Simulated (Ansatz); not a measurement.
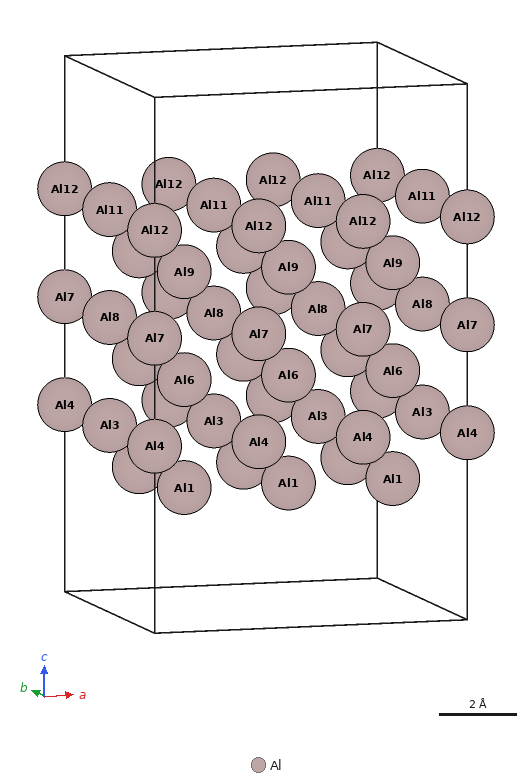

Fig. 1: The input geometry (spheres-only view of the 3 × 1 repeat of the cell, with the vacuum cut short, seen slightly off an axis; atoms are numbered from 1 in the order of the input). An atom can appear more than once, as a periodic image.

# Run report: Al, geometry relaxation (part 1 of 2)

System: Al (slab, 12 atoms in the cell).
Method: DFT PBEsol, scalar-relativistic, plane waves, PAW, no spin polarisation (Ansatz 0.2.0).

The structure derives from an entry of the Crystallography Open Database. The input holds or restrains some coordinates. Forces given for the steps count only the free coordinates. It belongs to a series of runs on one base structure; here: lower part held, upper part relaxed from the bulk's places. Figures and captions count atoms from 1; the log counts them from 0 in places.

## The input
```yaml
crystal:
  lattice:
    - [2.8394270055, 0.0, 0.0]
    - [0.0, 8.0311123612, 0.0]
    - [0.0, 0.0, 22.0985675138]
  atoms:
    - { symbol: Al, position: [0.5, 0.25, 0.3393885145] }
    - { symbol: Al, position: [0.5, 0.75, 0.3393885145] }
    - { symbol: Al, position: [0.0, 0.5, 0.4036331087] }
    - { symbol: Al, position: [0.0, 0.0, 0.4036331087] }
    - { symbol: Al, position: [0.5, 0.75, 0.4678777029] }
    - { symbol: Al, position: [0.5, 0.25, 0.4678777029] }
    - { symbol: Al, position: [0.0, 0.0, 0.5321222971] }
    - { symbol: Al, position: [0.0, 0.5, 0.5321222971] }
    - { symbol: Al, position: [0.5, 0.25, 0.5963668913] }
    - { symbol: Al, position: [0.5, 0.75, 0.5963668913] }
    - { symbol: Al, position: [0.0, 0.5, 0.6606114855] }
    - { symbol: Al, position: [0.0, 0.0, 0.6606114855] }
basis:
  ecutwfc: 420
kpoints:
  mp_grid: { grid: [12, 5, 1] }
hamiltonian:
  xc: pbesol
scf:
  occupations: { method: gaussian, width: 0.1 }
output:
  forces: true
  eigenvalues: true
  write_density: true
  write_potential: true
  elf: true
  volumetric_format: npy
relax:
  adjacent_minimum: "off"
  f_tol: 0.02
  max_steps: 90
  constraints: [{ sites: [0, 1, 2, 3] }]
efield:
  axis: 3
  dipole_correction: true
  ramp_width: 0.04
```

Command:
```bash
ansatz run input.yaml --threads 2 --pin off --max-ram 5120MiB --backend cpu --events-out ev --progress --plain --runs-dir out
```

## What the program printed
```
Engine: ansatz 0.2.0, x86_64-unknown-linux-gnu
Pseudopotentials: kind: paw
Pseudopotential: Al, paw, valence charge 3, recommended cutoff 420 eV (normal), Al.paw.azcp
Functional definition: PBEsol
  exchange = pbesol_x
  correlation = pbesol_c
Crystal: 12 atoms, lattice volume = 503.930 Å³
Basis set: ecut = 420 eV, 9931 PW (Γ), exchange–correlation on 40×108×300 points (8 copies of the dense FFT grid, shifted against one another)
Bands: 30, of which v1, the nominal top of the filled ones, is band 18 counted from 1 (17 counted from 0)
Symmetry: 8 space group operations
k-points: 21 of 60
Non-local potential: Al, projectors of the file, l = 0: 2, l = 1: 2, l = 2: 1
PAW form: soft (Blöchl's): semilocal exchange-correlation on the pseudo side does not see the compensation charge
PAW frozen core: Al, regenerated for the run's functional, and the local potential with it (the file was generated under x = pbe(κ = 0.804, μ = 0.2195149727645171), c = pbe(β = 0.06672455060314922))
PAW one-centre angular grid: Al, 110 points (default); XC on 64 Gauss nodes
Initial density: superposition of atomic densities (neutral atoms: chi_scale 0, normalization atom), corrected by the library's trained network
Initial wavefunctions: pseudopotential atomic-orbital guess
Functional: x = pbesol(κ = 0.804, μ = 0.12345679012345678), c = pbesol(β = 0.046)
SCF iter   1: F=—  HF=-6291.169431 eV  |F-HF|=—  |Δ(HF+E_count)|=         —  Δρ=1.39e-3  dr2=2.87e-2  ethr=1.77e-3  p=0.000 e·Å  D=2.41e-14 V/Å  ΔV_dip=-0.00 eV  dr2_dipole=3.50e-7  V_vac-E_F(+/−)=4.00/4.00 eV  ⟨swp⟩=13.6  Hψ=4580  notcnv=0  defer=1
efield: sawtooth ramp at fractional position 0.9800 (placed from the atoms, in the widest stretch of the axis that holds none; the zero of the levels goes with the place), width 0.0400; the density the first Hamiltonian is built on has a dipole p = 0.000 e·Å; the dipole correction subtracts the counter field D = 2.41e-14 V/Å, which shifts the + side's vacuum level by -0.00 eV against the − side's; the planar-averaged density in the ramp window peaks in size at 3.1e-5 e/Å³
preconditioner: auto → LDOS  [metal: Δε(μ)=0.054 eV  Ē_g=6.224 eV  σ=0.100 eV  W_gap=0.29  n_scr=44 (ndim 8)  ℏωp=9.9 eV  f_vac=0.474  D(μ)=5.08/eV (n_scr^D=22)  β→1.0]
SCF iter   2: F=—  HF=-6291.169431 eV  |F-HF|=—  |Δ(HF+E_count)|=   5.55e-7  Δρ=3.14e-4  dr2=8.19e-4  ethr=7.98e-5  p=0.000 e·Å  D=8.71e-6 V/Å  ΔV_dip=-0.00 eV  dr2_dipole=3.14e-7  V_vac-E_F(+/−)=3.99/3.99 eV  ⟨swp⟩=2.6  Hψ=1153  notcnv=0  defer=27
SCF iter   3: F=—  HF=-6291.169767 eV  |F-HF|=—  |Δ(HF+E_count)|=   3.36e-4  Δρ=1.10e-4  dr2=1.76e-4  ethr=2.27e-6  p=0.000 e·Å  D=4.41e-6 V/Å  ΔV_dip=-0.00 eV  dr2_dipole=5.12e-8  V_vac-E_F(+/−)=3.99/3.99 eV  ⟨swp⟩=2.3  Hψ=1037  notcnv=0  defer=27
SCF iter   4: F=—  HF=-6291.169753 eV  |F-HF|=—  |Δ(HF+E_count)|=   1.40e-5  Δρ=2.87e-5  dr2=1.17e-5  ethr=4.88e-7  p=0.000 e·Å  D=7.44e-7 V/Å  ΔV_dip=-0.00 eV  dr2_dipole=9.39e-10  V_vac-E_F(+/−)=3.99/3.99 eV  ⟨swp⟩=2.6  Hψ=1019  notcnv=0  defer=27
iter 5 did not close the SCF: its close was put off for the readings that it lacked (scf_convergence_deferred on its scf_iter line)
SCF iter   5: F=-6291.169754 eV  HF=-6291.169754 eV  |F-HF|=9.32e-8  |Δ(HF+E_count)|=   9.11e-7  Δρ=4.96e-6  dr2=3.12e-7  ethr=3.25e-8  p=0.000 e·Å  D=1.13e-6 V/Å  ΔV_dip=-0.00 eV  dr2_dipole=7.13e-11  V_vac-E_F(+/−)=3.99/3.99 eV  ⟨swp⟩=2.5  Hψ=1002  notcnv=0  defer=27
SCF iter   6: F=-6291.169754 eV  HF=-6291.169754 eV  |F-HF|=1.21e-8  |Δ(HF+E_count)|=   1.39e-7  Δρ=1.21e-6  dr2=2.02e-8  ethr=8.68e-10  p=0.000 e·Å  D=5.98e-8 V/Å  ΔV_dip=-0.00 eV  dr2_dipole=1.59e-10  V_vac-E_F(+/−)=3.99/3.99 eV  ⟨swp⟩=20.7  Hψ=6250  notcnv=0
SCF 1 converged in 6 iterations: F = -6291.169754 eV  dr2 = 2.02e-8
  greatest PAW one-centre occupation: 0.487 electrons in one spin orbital (limit 2), on the Al atom at site 11 (counted from 0), in its partial waves of l = 0
relax step   1: F+E_penalty+E_count = -6291.16975438 eV  Δ(F+E_penalty+E_count) = +0.000e0 eV  max|allowed force component| = 2.011e-1 eV/Å  Δτ_max = 0.0000 Å  (6 SCF iters, dr2 threshold 1.00e-5 eV, accepted)
Initial density: handed on by an earlier stage of this run
Initial wavefunctions: those handed on with the density
iter 1 solved again at ethr=7.16e-5 eV; its pass at ethr=3.10e-3 eV (dr2=2.58e-2 eV) is discarded
SCF iter   1: F=—  HF=-6291.196571 eV  |F-HF|=—  |Δ(HF+E_count)|=         —  Δρ=9.53e-4  dr2=3.31e-2  ethr=7.16e-5  p=0.000 e·Å  D=5.71e-8 V/Å  ΔV_dip=-0.00 eV  dr2_dipole=6.28e-3  V_vac-E_F(+/−)=3.99/3.99 eV  ⟨swp⟩=2.7  Hψ=2624  notcnv=0  defer=75
efield: sawtooth ramp at fractional position 0.9800 (handed on by an earlier solve), width 0.0400; the density the first Hamiltonian is built on has a dipole p = 0.000 e·Å; the dipole correction subtracts the counter field D = 5.71e-8 V/Å, which shifts the + side's vacuum level by -0.00 eV against the − side's; the planar-averaged density in the ramp window peaks in size at 3.3e-7 e/Å³
eigensolver tolerance schedule calibrated: the retry pair's looser diagonalisation under-reported the residual by θ = 0.22 (0.13/decade); ethr = c·dr2/N_el runs at the constant in force after the calibration composes with the one it found (an armed cap, an earlier calibration), c = 5.5e-2
preconditioner: auto → LDOS  [metal: Δε(μ)=0.010 eV  Ē_g=6.237 eV  σ=0.100 eV  W_gap=0.06  n_scr=44 (ndim 8)  ℏωp=9.9 eV  f_vac=0.475  D(μ)=4.72/eV (n_scr^D=22)  β→1.0]
SCF iter   2: F=—  HF=-6291.193951 eV  |F-HF|=—  |Δ(HF+E_count)|=   2.62e-3  Δρ=5.17e-4  dr2=1.47e-2  ethr=5.06e-5  p=0.001 e·Å  D=4.85e-4 V/Å  ΔV_dip=-0.01 eV  dr2_dipole=3.93e-3  V_vac-E_F(+/−)=3.96/3.97 eV  ⟨swp⟩=2.2  Hψ=839  notcnv=0  defer=75
SCF iter   3: F=—  HF=-6291.193007 eV  |F-HF|=—  |Δ(HF+E_count)|=   9.44e-4  Δρ=8.36e-5  dr2=8.23e-5  ethr=2.26e-5  p=0.000 e·Å  D=7.39e-5 V/Å  ΔV_dip=-0.00 eV  dr2_dipole=3.15e-6  V_vac-E_F(+/−)=3.97/3.97 eV  ⟨swp⟩=2.2  Hψ=808  notcnv=0  defer=75
SCF iter   4: F=—  HF=-6291.193152 eV  |F-HF|=—  |Δ(HF+E_count)|=   1.45e-4  Δρ=1.59e-5  dr2=2.62e-6  ethr=3.87e-9  p=0.000 e·Å  D=5.73e-5 V/Å  ΔV_dip=-0.00 eV  dr2_dipole=2.95e-9  V_vac-E_F(+/−)=3.97/3.97 eV  ⟨swp⟩=22.6  Hψ=7175  notcnv=0
SCF iter   5: F=-6291.193153 eV  HF=-6291.193153 eV  |F-HF|=7.02e-8  |Δ(HF+E_count)|=   1.24e-6  Δρ=4.65e-6  dr2=2.29e-7  ethr=3.87e-9  p=0.000 e·Å  D=6.45e-5 V/Å  ΔV_dip=-0.00 eV  dr2_dipole=3.69e-10  V_vac-E_F(+/−)=3.97/3.97 eV  ⟨swp⟩=15.3  Hψ=5275  notcnv=0
SCF 2 converged in 5 iterations: F = -6291.193153 eV  dr2 = 2.29e-7
  greatest PAW one-centre occupation: 0.487 electrons in one spin orbital (limit 2), on the Al atom at site 1 (counted from 0), in its partial waves of l = 0
relax step   2: F+E_penalty+E_count = -6291.19315290 eV  Δ(F+E_penalty+E_count) = -2.340e-2 eV  max|allowed force component| = 4.527e-2 eV/Å  Δτ_max = 0.0715 Å  (5 SCF iters, dr2 threshold 2.53e-6 eV, accepted)
SCF iter   1: F=—  HF=-6291.194178 eV  |F-HF|=—  |Δ(HF+E_count)|=         —  Δρ=2.94e-4  dr2=2.85e-3  ethr=6.90e-5  p=0.000 e·Å  D=6.45e-5 V/Å  ΔV_dip=-0.00 eV  dr2_dipole=4.65e-4  V_vac-E_F(+/−)=3.97/3.97 eV  ⟨swp⟩=2.0  Hψ=1497  notcnv=0  defer=77
efield: sawtooth ramp at fractional position 0.9800 (handed on by an earlier solve), width 0.0400; the density the first Hamiltonian is built on has a dipole p = 0.000 e·Å; the dipole correction subtracts the counter field D = 6.45e-5 V/Å, which shifts the + side's vacuum level by -0.00 eV against the − side's; the planar-averaged density in the ramp window peaks in size at 2.6e-7 e/Å³
preconditioner: auto → LDOS  [metal: Δε(μ)=0.017 eV  Ē_g=6.227 eV  σ=0.100 eV  W_gap=0.09  n_scr=44 (ndim 8)  ℏωp=9.9 eV  f_vac=0.475  D(μ)=4.73/eV (n_scr^D=22)  β→1.0]
SCF iter   2: F=—  HF=-6291.193804 eV  |F-HF|=—  |Δ(HF+E_count)|=   3.74e-4  Δρ=1.22e-4  dr2=2.33e-4  ethr=7.93e-6  p=-0.000 e·Å  D=-6.61e-6 V/Å  ΔV_dip=0.00 eV  dr2_dipole=6.75e-6  V_vac-E_F(+/−)=3.97/3.97 eV  ⟨swp⟩=2.5  Hψ=1129  notcnv=0  defer=77
SCF iter   3: F=—  HF=-6291.193782 eV  |F-HF|=—  |Δ(HF+E_count)|=   2.15e-5  Δρ=2.30e-5  dr2=1.41e-5  ethr=6.48e-7  p=0.000 e·Å  D=1.08e-4 V/Å  ΔV_dip=-0.00 eV  dr2_dipole=9.17e-7  V_vac-E_F(+/−)=3.97/3.97 eV  ⟨swp⟩=2.3  Hψ=942  notcnv=0  defer=77
SCF iter   4: F=—  HF=-6291.193910 eV  |F-HF|=—  |Δ(HF+E_count)|=   1.28e-4  Δρ=4.64e-6  dr2=3.88e-7  ethr=3.91e-8  p=0.000 e·Å  D=1.44e-4 V/Å  ΔV_dip=-0.00 eV  dr2_dipole=3.67e-14  V_vac-E_F(+/−)=3.97/3.97 eV  ⟨swp⟩=2.5  Hψ=1016  notcnv=0  defer=77
SCF iter   5: F=-6291.193910 eV  HF=-6291.193910 eV  |F-HF|=3.40e-8  |Δ(HF+E_count)|=   1.44e-7  Δρ=1.62e-6  dr2=6.06e-8  ethr=2.78e-10  p=0.000 e·Å  D=1.78e-4 V/Å  ΔV_dip=-0.00 eV  dr2_dipole=2.23e-8  V_vac-E_F(+/−)=3.97/3.97 eV  ⟨swp⟩=19.7  Hψ=5639  notcnv=0
SCF 3 converged in 5 iterations: F = -6291.193910 eV  dr2 = 6.06e-8
relax step   3: F+E_penalty+E_count = -6291.19390987 eV  Δ(F+E_penalty+E_count) = -7.570e-4 eV  max|allowed force component| = 1.890e-2 eV/Å  Δτ_max = 0.0190 Å  (5 SCF iters, accepted)
```

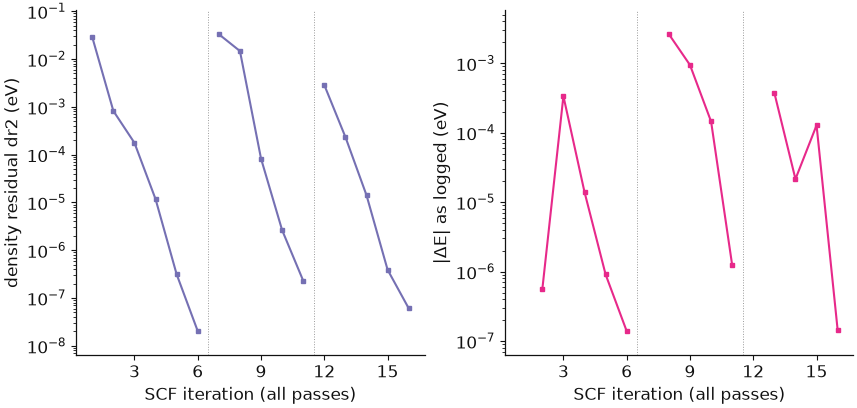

Fig. 2: Convergence of the self-consistent field: density residual dr2 and size of the energy change against the SCF iteration. The dotted lines part the SCF passes of the relaxation: geometry steps, rejected trials and re-solves on a re-selected basis. The passes take 6, 5 and 5 iterations.

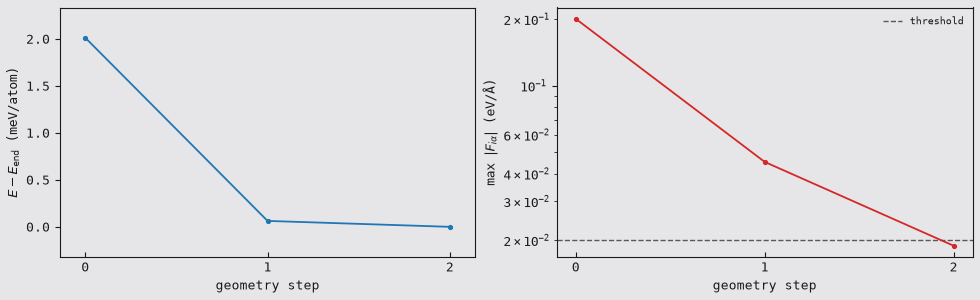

Fig. 3: Progress of the restrained relaxation, step by step (the first geometry is step 0 here and step 1 in the log).

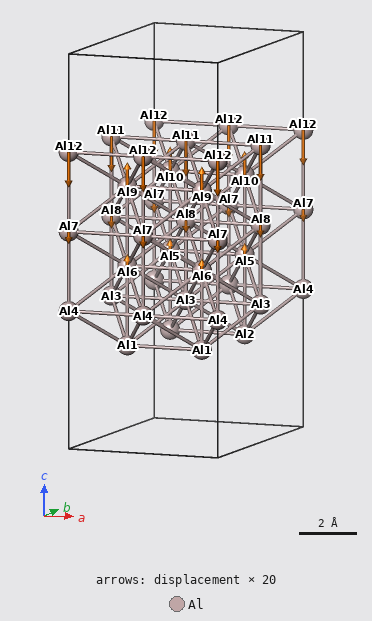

Fig. 4: The starting structure with the displacements as orange arrows, magnified 20 times (ball-and-stick view of the 2 × 1 repeat of the cell, with the vacuum cut short, seen slightly off an axis). The energy falls by 2.0 meV per atom in 2 geometry steps. The largest force component goes from 0.2 to 0.019 eV/Å. The largest moves, 0.064 Å, are those of Al11 and Al12. The lattice vectors keep their values. Among the contacts that change: Al10–Al11 2.839 → 2.787 Å, Al7–Al12 2.839 → 2.798 Å, Al7–Al10 2.839 → 2.873 Å, Al3–Al8 2.839 → 2.817 Å. (Atoms are counted from 1 in the order of the input.)
